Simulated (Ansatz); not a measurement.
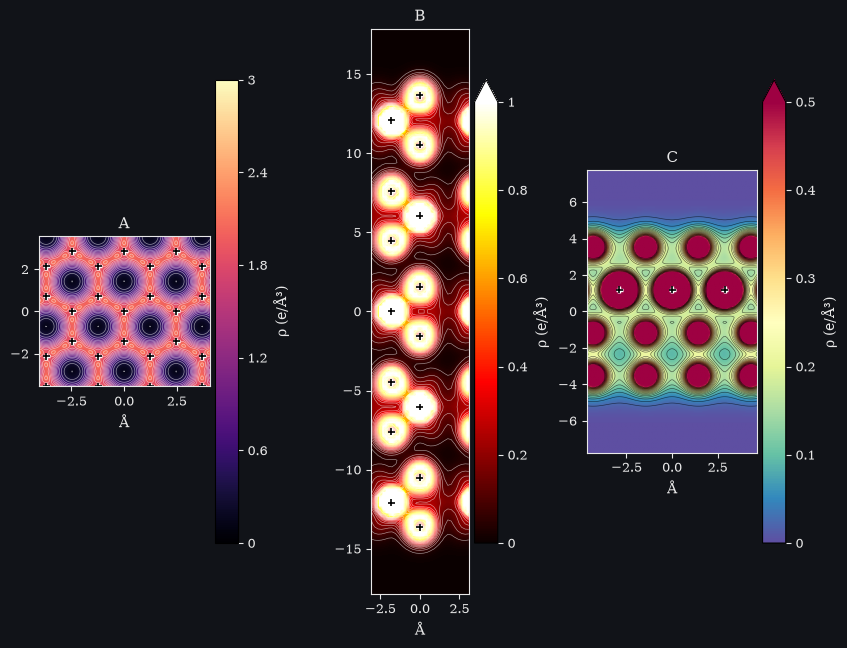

The valence electron density of 3 systems, each on a plane through atoms (crosses mark nuclei in the plane).

Method: DFT PBE+D3(BJ), scalar-relativistic, plane waves, PAW in Ansatz.

System 1: MoS₂, the (110) plane of the calculation cell, a cut from vacuum to vacuum. Computed without spin polarisation.

```yaml
crystal:
  lattice:
    - [3.16000, 0.00000, 0.00000]
    - [-1.58000, 2.73664, 0.00000]
    - [0.00000, 0.00000, 43.73000]
  atoms:
    - { symbol: S, position: [0.66667, 0.33333, 0.18780] }
    - { symbol: Mo, position: [0.33333, 0.66667, 0.22359] }
    - { symbol: S, position: [0.66667, 0.33333, 0.25933] }
    - { symbol: S, position: [0.33333, 0.66667, 0.32612] }
    - { symbol: Mo, position: [0.66667, 0.33333, 0.36185] }
    - { symbol: S, position: [0.33333, 0.66667, 0.39758] }
    - { symbol: S, position: [0.66667, 0.33333, 0.46427] }
    - { symbol: Mo, position: [0.33333, 0.66667, 0.50000] }
    - { symbol: S, position: [0.66667, 0.33333, 0.53573] }
    - { symbol: S, position: [0.33333, 0.66667, 0.60242] }
    - { symbol: Mo, position: [0.66667, 0.33333, 0.63815] }
    - { symbol: S, position: [0.33333, 0.66667, 0.67388] }
    - { symbol: S, position: [0.66667, 0.33333, 0.74067] }
    - { symbol: Mo, position: [0.33333, 0.66667, 0.77641] }
    - { symbol: S, position: [0.66667, 0.33333, 0.81220] }
```

System 2: Ag (slab), the (100) plane of the calculation cell, a cut from vacuum to vacuum. 

```
Ag
1.0
     2.88924    0.00000    0.00000
     1.44462    2.50215    0.00000
     0.00000    0.00000   29.07716
Ag
4
Direct
  0.00000 0.00000 0.20635
  0.33333 0.33333 0.28748
  0.66667 0.66667 0.36861
  0.00000 0.00000 0.44974
```

System 3: C, the (001) plane of the conventional cell. Space group P6₃/mmc; a generated structure, not necessarily the stable one.

```
CELL_PARAMETERS angstrom
2.46506 0.00000 0.00000
-1.23253 2.13480 0.00000
0.00000 0.00000 6.72097
ATOMIC_POSITIONS crystal
C 0.00000 0.00000 0.75000
C 0.33333 0.66667 0.75000
C 0.00000 0.00000 0.25000
C 0.66667 0.33333 0.25000
```

Which map belongs to which system?

Answer. Panel A is system 3, C: the plane holds C. C–C (1.42 Å): ρ is about 2 e/Å³ halfway. Panel B is system 1, MoS₂: the plane holds S and Mo. Mo–S (2.40 Å): ρ at the midpoint is about 0.61 e/Å³. Panel C is system 2, Ag: the plane holds Ag. Ag–Ag (2.89 Å): ρ is about 0.21 e/Å³ halfway.
